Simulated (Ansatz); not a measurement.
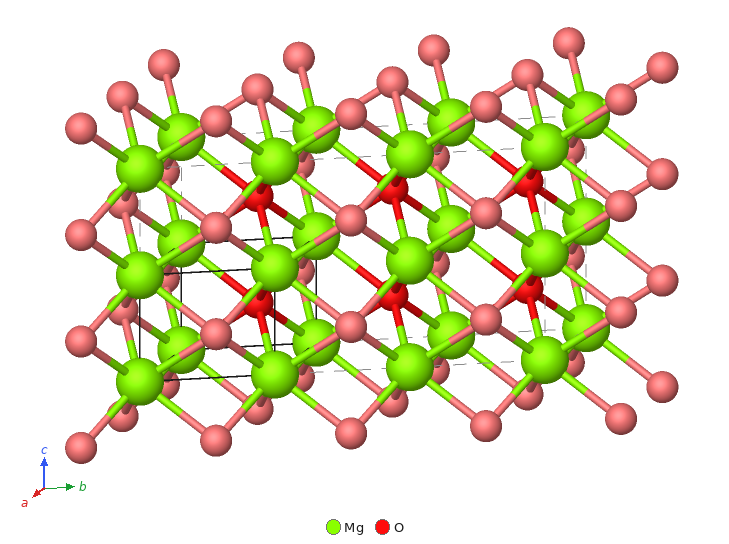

This ball-and-stick model is shown slightly off an axis. The conventional unit cell (solid box) is repeated to 1×3×2 cells. Neighbours across the faces are drawn wherever a bond reaches them, in fainter colours.

MgO, space group P-6m2 (No. 187), a = 3.38 Å, b = 3.38 Å, c = 2.68 Å, α = 90.00°, β = 90.00°, γ = 120.00°.

The numbers come from DFT r2SCAN, scalar-relativistic, plane waves, PAW in Ansatz 0.2.0, using plane-wave cutoff 500 eV, k-points on a 9×9×8 grid, Gaussian smearing of 0.05 eV, no spin polarisation.

Question: How large a gap does the method give, if there is one?

Answer: A semiconductor at this level, with a gap of 0.91 eV on the k-mesh (the true edges may lie between mesh points, so the gap can be somewhat smaller).

Question: What is the computed pressure?

Answer: The computed pressure is -22.9 GPa (stretched: it would shrink). The stress isn't hydrostatic: its largest component is 37.7 GPa.

The structure comes from a structure listed in the Materials Project. The cell was then strained or its atoms displaced on purpose. Ansatz was used for an electronic-structure calculation on it.

At this level of theory the cell isn't at rest (stretched, at -23 GPa), so its distances can differ from those at equilibrium, the more so the softer the solid.
